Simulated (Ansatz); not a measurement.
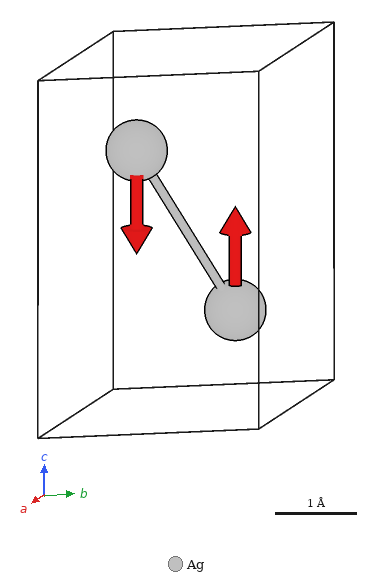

Lattice vibrations of solid Ag relaxed at 18 GPa, space group P6₃/mmc (No. 194), at the zone centre. The optical levels lie at 84 (×2), 219 cm⁻¹. One mode is drawn. The red arrows give the relative displacements of the atoms. Style: ball-and-stick. Shown: the cell of the calculation, slightly off an axis.

Level of theory: DFT PBE, scalar-relativistic, plane waves, PAW in Ansatz 0.2.0. Set-up: plane-wave cutoff 420 eV; k-point mesh 18 × 18 × 10; occupations fermi dirac; smearing width 0.15 eV; target pressure 18 GPa; no spin polarisation.

The frequencies depend somewhat on the k-mesh and the smearing.

Question: Which of these frequencies is the drawn mode's?

Answer: The level at 219 cm⁻¹. This is the B₁g mode, the highest optical level, silent by symmetry (neither infrared- nor Raman-active). All motion is along c; atoms of one kind move against one another, with no net shift of their sublattice.
